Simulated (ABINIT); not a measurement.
# SnSe2: dielectric calculation (part 3 of 3)

SnSe2 (P-3m1, 3 atoms in the cell); Kohn-Sham DFT of a periodic cell, PBEsol, JTH PAW PBE v2.0, no spin polarisation (ABINIT 10.8.3); cutoff 435.38 eV, 6×6×4 k-mesh, fixed occupations. The structure derives from an entry of the Crystallography Open Database. The settings are looser than a standard set-up, so the numbers are not reference values.

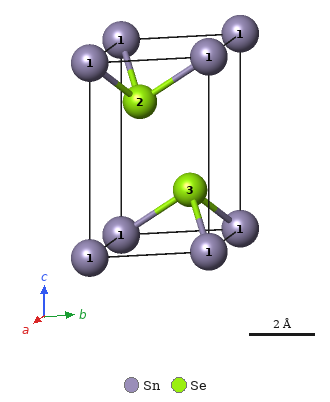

Fig. 1: The structure (ball-and-stick view of the cell of the calculation, seen slightly off an axis; atoms are numbered from 1 in the order of the input).

Output, continued:
```
 Mean square residual over all n,k,spin=   57.931E-20; max=  99.830E-20
 dfpt_looppert : ek2=    1.5268439213E+01
          f-sum rule ratio=    8.2022453854E-01
 Expectation of eigenvalue derivatives (hartree) for nkpt=  72  k points:
  (in case of degenerate eigenvalues, averaged derivative)
 kpt#   1, nband= 13, wtk=  0.01389, kpt=  0.0000  0.0000  0.1250 (reduced coord)
   0.00000    0.00000    0.00001    0.00000    0.00000    0.01236   -0.02687    0.06433
  -0.00903   -0.00903   -0.20558    0.01432    0.01432
 prteigrs : prtvol=0 or 1, do not print more k-points.

 2DEtotal=   -0.9840844822E+01 Ha. Also 2DEtotal=   -0.267783029442E+03 eV
    (  non-var. 2DEtotal :   -9.8408448222E+00 Ha)
================================================================================

 ---- first-order wavefunction calculations are completed ----

 respfn : d/dk was computed, but no 2DTE, so no DDB output.

================================================================================
== DATASET  3 ==================================================================

--- !DatasetInfo
iteration_state: {dtset: 3, }
dimensions: {natom: 3, nkpt: 72, mband: 13, nsppol: 1, nspinor: 1, nspden: 1, mpw: 1617, }
cutoff_energies: {ecut:  16.0, pawecutdg:  32.0, }
electrons: {nelect:   2.60000000E+01, charge:   0.00000000E+00, occopt:   1.00000000E+00, tsmear:   1.00000000E-02, }
meta: {optdriver: 1, rfelfd: 3, }
...

 mkfilename : getwfk/=0, take file _WFK from output of DATASET   1.

 mkfilename : getddk/=0, take file _1WF from output of DATASET   2.

 Real(R)+Recip(G) space primitive vectors, cartesian coordinates (Bohr,Bohr^-1):
 R(1)=  7.2017463  0.0000000  0.0000000  G(1)=  0.1388552  0.0801681  0.0000000
 R(2)= -3.6008731  6.2368952  0.0000000  G(2)=  0.0000000  0.1603362  0.0000000
 R(3)=  0.0000000  0.0000000 11.5953595  G(3)=  0.0000000  0.0000000  0.0862414
 Unit cell volume ucvol=  5.2082339E+02 bohr^3
 Angles (23,13,12)=  9.00000000E+01  9.00000000E+01  1.20000000E+02 degrees
 setup1 : take into account q-point for computing boxcut.

 Coarse grid specifications (used for wave-functions):

 getcut: wavevector=  0.0000  0.0000  0.0000  ngfft=  27  27  45
         ecut(hartree)=     16.000   => boxcut(ratio)=   2.00696

 Fine grid specifications (used for densities):

 getcut: wavevector=  0.0000  0.0000  0.0000  ngfft=  40  40  60
         ecut(hartree)=     32.000   => boxcut(ratio)=   2.03202
--------------------------------------------------------------------------------

-open ddk wf file :runo_DS2_1WF10
-open ddk wf file :runo_DS2_1WF11
-open ddk wf file :runo_DS2_1WF12

 ==>  initialize data related to q vector <==

 The list of irreducible perturbations for this q vector is:
    1)    idir= 1    ipert=   5
    2)    idir= 3    ipert=   5

================================================================================

 The perturbation idir=   2  ipert=   5 is
 symmetric of a previously calculated perturbation.
 So, its SCF calculation is not needed.

--------------------------------------------------------------------------------
 Perturbation wavevector (in red.coord.)   0.000000  0.000000  0.000000
 Perturbation : homogeneous electric field along direction   1
 The set of symmetries contains only one element for this perturbation.
 symkpt : not enough symmetry to change the number of k points.

--------------------------------------------------------------------------------

--------------------------------------------------------------------------------

 Initialisation of the first-order wave-functions :
  ireadwf=   0

--- !BeginCycle
iteration_state: {dtset: 3, }
solver: {iscf: 7, nstep: 80, nline: 4, wfoptalg: 10, }
tolerances: {tolvrs: 1.00E-08, }
...

     iter   2DEtotal(Ha)        deltaE(Ha) residm    vres2
-ETOT  1  -462.86406598918     -4.629E+02 3.758E+01 7.625E+04
 ETOT  2  -499.14285502726     -3.628E+01 3.367E+00 1.606E+03
 ETOT  3  -500.60328120036     -1.460E+00 6.575E-01 1.408E+02
 ETOT  4  -500.76597703013     -1.627E-01 7.748E-02 3.419E+01
 ETOT  5  -500.79514420467     -2.917E-02 2.219E-02 1.472E+00
 ETOT  6  -500.79936330100     -4.219E-03 2.838E-03 2.344E-01
 ETOT  7  -500.80012031323     -7.570E-04 9.085E-04 6.139E-02
 ETOT  8  -500.80027001035     -1.497E-04 1.171E-04 3.337E-03
 ETOT  9  -500.80029771020     -2.770E-05 3.850E-05 6.667E-04
 ETOT 10  -500.80030317033     -5.460E-06 4.936E-06 7.099E-05
 ETOT 11  -500.80030424768     -1.077E-06 1.635E-06 9.253E-06
 ETOT 12  -500.80030446322     -2.155E-07 2.109E-07 1.560E-06
 ETOT 13  -500.80030450669     -4.346E-08 7.036E-08 1.658E-07
 ETOT 14  -500.80030451550     -8.815E-09 9.095E-09 1.564E-08
 ETOT 15  -500.80030451730     -1.799E-09 3.053E-09 1.275E-08
 ETOT 16  -500.80030451767     -3.666E-10 3.952E-10 8.841E-10

 At SCF step   16       vres2   =  8.84E-10 < tolvrs=  1.00E-08 =>converged.
-open ddk wf file :runo_DS2_1WF10
-open ddk wf file :runo_DS2_1WF11
-open ddk wf file :runo_DS2_1WF12
================================================================================

 ----iterations are completed or convergence reached----

 Mean square residual over all n,k,spin=   99.456E-14; max=  39.524E-11

 2DEtotal=   -0.5008003045E+03 Ha. Also 2DEtotal=   -0.136274705183E+05 eV
    (  non-var. 2DEtotal :   -5.0080026615E+02 Ha)

--------------------------------------------------------------------------------
 Perturbation wavevector (in red.coord.)   0.000000  0.000000  0.000000
 Perturbation : homogeneous electric field along direction   3
 The set of symmetries contains only one element for this perturbation.
 symkpt : not enough symmetry to change the number of k points.

--------------------------------------------------------------------------------

--------------------------------------------------------------------------------

 Initialisation of the first-order wave-functions :
  ireadwf=   0

--- !BeginCycle
iteration_state: {dtset: 3, }
solver: {iscf: 7, nstep: 80, nline: 4, wfoptalg: 10, }
tolerances: {tolvrs: 1.00E-08, }
...

     iter   2DEtotal(Ha)        deltaE(Ha) residm    vres2
-ETOT  1  -12.235006262209     -1.224E+01 9.628E+00 6.291E+05
 ETOT  2  -91.380965840047     -7.915E+01 6.910E-01 1.521E+04
 ETOT  3  -95.514593641335     -4.134E+00 3.333E-02 2.379E+03
 ETOT  4  -95.744775384981     -2.302E-01 1.632E-02 1.648E+02
 ETOT  5  -95.763454453436     -1.868E-02 9.450E-04 1.429E+01
 ETOT  6  -95.767203986638     -3.750E-03 2.803E-04 6.994E-01
 ETOT  7  -95.767378700419     -1.747E-04 2.029E-05 2.134E-02
 ETOT  8  -95.767388788472     -1.009E-05 6.677E-06 1.820E-03
 ETOT  9  -95.767389967447     -1.179E-06 4.632E-07 3.335E-04
 ETOT 10  -95.767390146038     -1.786E-07 1.768E-07 4.174E-05
 ETOT 11  -95.767390174965     -2.893E-08 1.150E-08 1.942E-06
 ETOT 12  -95.767390178508     -3.543E-09 4.669E-09 2.136E-07
 ETOT 13  -95.767390179070     -5.617E-10 2.918E-10 4.616E-08
 ETOT 14  -95.767390179162     -9.246E-11 1.284E-10 3.437E-09

 At SCF step   14       vres2   =  3.44E-09 < tolvrs=  1.00E-08 =>converged.
-open ddk wf file :runo_DS2_1WF12
-open ddk wf file :runo_DS2_1WF11
-open ddk wf file :runo_DS2_1WF10
================================================================================

 ----iterations are completed or convergence reached----

 Mean square residual over all n,k,spin=   45.017E-14; max=  12.841E-11

 2DEtotal=   -0.9576739018E+02 Ha. Also 2DEtotal=   -0.260596344393E+04 eV
    (  non-var. 2DEtotal :   -9.5767372078E+01 Ha)
================================================================================

 ---- first-order wavefunction calculations are completed ----

 ==> Compute Derivative Database <==
 The violation of the charge neutrality conditions
 by the effective charges is as follows :
    atom        electric field
 displacement     direction
       1               1       -0.357796        0.000000
       1               2       -0.000000        0.000000
       1               3        0.000000        0.000000
       2               1       -0.000000        0.000000
       2               2       -0.357796        0.000000
       2               3        0.000000        0.000000
       3               1        0.000000        0.000000
       3               2       -0.000000        0.000000
       3               3        0.042328        0.000000

 Effective charge tensors after
 imposition of the charge neutrality (if requested by user),
 and eventual restriction to some part :
   atom    displacement
         1         1    5.293316E+00    3.229171E-10   -2.522432E-10
         1         2    9.687695E-10    5.293316E+00    6.010645E-10
         1         3   -2.750959E-10    5.716693E-10    1.899297E+00
         2         1   -2.646658E+00   -9.617774E-10    1.391009E-09
         2         2   -1.033063E-09   -2.646658E+00   -2.582379E-10
         2         3    2.576633E-09   -7.816830E-10   -9.496484E-01
         3         1   -2.646658E+00    6.388604E-10   -1.138766E-09
         3         2    6.429329E-11   -2.646658E+00   -3.428267E-10
         3         3   -2.301537E-09    2.100137E-10   -9.496484E-01
 Now, the imaginary part of the dynamical matrix is zeroed

  Dielectric tensor, in cartesian coordinates,
     j1       j2             matrix element
  dir pert dir pert     real part    imaginary part

   1    5   1    5        12.9058688404        -0.0000000000

   2    5   2    5        12.9058688408        -0.0000000000

   3    5   3    5         8.8694730463        -0.0000000000

  Effective charges, in cartesian coordinates,
  (from electric field response)
   if specified in the inputs, charge neutrality has been imposed
     j1       j2             matrix element
  dir pert dir pert     real part    imaginary part

   1    1   1    5         5.2933162291         0.0000000000
   1    2   1    5        -2.6466581079         0.0000000000
   1    3   1    5        -2.6466581106         0.0000000000

   2    1   2    5         5.2933162254         0.0000000000
   2    2   2    5        -2.6466581057         0.0000000000
   2    3   2    5        -2.6466581090         0.0000000000

   3    1   3    5         1.8992967141         0.0000000000
   3    2   3    5        -0.9496483564         0.0000000000
   3    3   3    5        -0.9496483589         0.0000000000

  Warning: The rigid-atom proper piezoelectric tensor
  from  electric field response requires nsym=1

== END DATASET(S) ==============================================================
================================================================================

 -outvars: echo values of variables after computation  --------
            acell      7.2017462609E+00  7.2017462609E+00  1.1595359501E+01 Bohr
           etotal1    -8.8911831103E+01
           etotal2    -9.8408448221E+00
           etotal3    -9.5767390179E+01
            fcart1    -2.4925854791E-28  8.6345693840E-29 -0.0000000000E+00
                       3.4896196708E-28  2.5903708152E-28 -1.1617982396E-02
                      -9.9703419166E-29 -3.4538277536E-28  1.1617982396E-02
            fcart3     0.0000000000E+00  0.0000000000E+00  0.0000000000E+00
                       0.0000000000E+00  0.0000000000E+00  0.0000000000E+00
                       0.0000000000E+00  0.0000000000E+00  0.0000000000E+00
            rprim      1.0000000000E+00  0.0000000000E+00  0.0000000000E+00
                      -5.0000000000E-01  8.6602540380E-01  0.0000000000E+00
                       0.0000000000E+00  0.0000000000E+00  1.0000000000E+00
           strten1    -5.8125819448E-05 -5.8125819749E-05 -1.1601690430E-04
                       0.0000000000E+00  0.0000000000E+00  0.0000000000E+00
           strten3     0.0000000000E+00  0.0000000000E+00  0.0000000000E+00
                       0.0000000000E+00  0.0000000000E+00  0.0000000000E+00
           xangst      0.0000000000E+00  0.0000000000E+00  0.0000000000E+00
                       1.9054999987E+00  1.1001409372E+00  4.6081359969E+00
                      -7.0517665732E-17  2.2002818744E+00  1.5278639990E+00
             xred      0.0000000000E+00  0.0000000000E+00  0.0000000000E+00
                       6.6666666667E-01  3.3333333333E-01  7.5100000000E-01
                       3.3333333333E-01  6.6666666667E-01  2.4900000000E-01
 Calculation completed.
```

File anaddb.abo:
```
.Version 10.8.3 of ANADDB
================================================================================

 -outvars_anaddb: echo values of input variables ----------------------

 Flags :
     dieflag         2
 Miscellaneous information :
         asr         1

================================================================================

 read the DDB information and perform some checks

  ==== Info on the Cryst% object ====
 Real(R)+Recip(G) space primitive vectors, cartesian coordinates (Bohr,Bohr^-1):
 R(1)=  7.2017463  0.0000000  0.0000000  G(1)=  0.1388552  0.0801681  0.0000000
 R(2)= -3.6008731  6.2368952  0.0000000  G(2)=  0.0000000  0.1603362  0.0000000
 R(3)=  0.0000000  0.0000000 11.5953595  G(3)=  0.0000000  0.0000000  0.0862414
 Unit cell volume ucvol=  5.2082339E+02 bohr^3
 Angles (23,13,12)=  9.00000000E+01  9.00000000E+01  1.20000000E+02 degrees
 Time-reversal symmetry is present
 Reduced atomic positions [iatom, xred, symbol]:
    1)    0.0000000  0.0000000  0.0000000  Sn
    2)    0.6666667  0.3333333  0.7510000  Se
    3)    0.3333333  0.6666667  0.2490000  Se

 DDB file with 3 blocks has been read.

================================================================================

 Dielectric Tensor and Effective Charges

 anaddb : Zero the imaginary part of the Dynamical Matrix at Gamma,
   and impose the ASR on the effective charges

 The violation of the charge neutrality conditions
 by the effective charges is as follows :
    atom        electric field
 displacement     direction
       1               1       -0.357796        0.000000
       1               2        0.000000        0.000000
       1               3        0.000000        0.000000
       2               1        0.000000        0.000000
       2               2       -0.357796        0.000000
       2               3        0.000000        0.000000
       3               1       -0.000000        0.000000
       3               2        0.000000        0.000000
       3               3        0.042328        0.000000

 Effective charge tensors after
 imposition of the charge neutrality (if requested by user),
 and eventual restriction to some part :
   atom    displacement
         1         1    5.293316E+00    0.000000E+00   -5.887954E-27
         1         2   -8.897829E-16    5.293316E+00    4.249264E-27
         1         3   -1.703463E-27    1.081845E-26    1.899297E+00
         2         1   -2.646658E+00    0.000000E+00    1.177591E-26
         2         2    4.448914E-16   -2.646658E+00    4.249264E-26
         2         3   -1.022078E-26    1.966990E-27   -9.496484E-01
         3         1   -2.646658E+00    0.000000E+00   -5.887954E-27
         3         2    4.448914E-16   -2.646658E+00   -4.674191E-26
         3         3    1.192425E-26   -1.278544E-26   -9.496484E-01
 Now, the imaginary part of the dynamical matrix is zeroed

================================================================================

 anaddb : the run completed successfully.
```

This output came from the following input.

Input file:
```
ndtset 3

pp_dirpath "./"
pseudos "Sn.GGA_PBE-JTH.xml, Se.GGA_PBE-JTH.xml"

acell 7.2017462609 7.2017462609 11.5953595007
rprim
     1.0000000000     0.0000000000     0.0000000000
    -0.5000000000     0.8660254038     0.0000000000
     0.0000000000     0.0000000000     1.0000000000
ntypat 2
znucl 50 34
natom 3
typat 1 2 2
xred
            0.0            0.0            0.0
            2/3            1/3   0.7510000000
            1/3            2/3   0.2490000000

ecut 16.0
pawecutdg 32.0

ngkpt 6 6 4
nshiftk 1
shiftk 0.0 0.0 0.5

ixc -116133

nband 13
occopt 1

nstep 80
diemac 6.0

prteig 0
prtebands 0
prtwf 0
prtden 0
prtpot 0

kptopt1 1
tolvrs1 1.0e-11
prtwf1 1
tolwfr1 1.0e-15

iscf2 -3
rfelfd2 2
rfdir2 1 1 1
getwfk2 1
kptopt2 2
nqpt2 1
qpt2 0.0 0.0 0.0
tolwfr2 1.0e-18
prtwf2 1

rfelfd3 3
rfdir3 1 1 1
getwfk3 1
getddk3 2
kptopt3 2
nqpt3 1
qpt3 0.0 0.0 0.0
tolvrs3 1.0e-8
```

File mrgddb.in:
```
merged_DDB
SnSe2
2
runo_DS1_DDB
runo_DS3_DDB
```

File anaddb.abi:
```
ddb_filepath "merged_DDB"
output_file "anaddb.abo"
outdata_prefix "ana"
asr 1
chneut 1
dipdip 1
dieflag 2
enunit 0
```

Launched with:
```bash
abinit run.abi > log 2>&1
mrgddb < mrgddb.in > mrgddb.log 2>&1
anaddb anaddb.abi > anaddb.log 2>&1
```

Summary:

```csv
quantity,value
outcome,converged
space group (tolerance 0.01 Å),P-3m1 (164)
electrons treated,26
free energy,−2419.4142 eV
Fermi energy,1.674 eV
pressure,2.28 GPa
largest force (length of the vector),0.597 eV/Å
"ε∞ (xx, yy, zz)","12.91, 12.91, 8.87"
Born charges (mean of the diagonal),"Sn1 (4.16 e); Se2, Se3 (−2.08 e)"
hardware,"1 thread of Arm Neoverse V2, 24 GiB of memory available, shared host"
wall time,6.6 min
peak memory,0.41 GiB
```

Remarks:

The settings depart from the standard set-up of this series, which can bear on the numbers. Points of doubt noted for this run: cutoff too low for stress; k mesh coarse for field response.
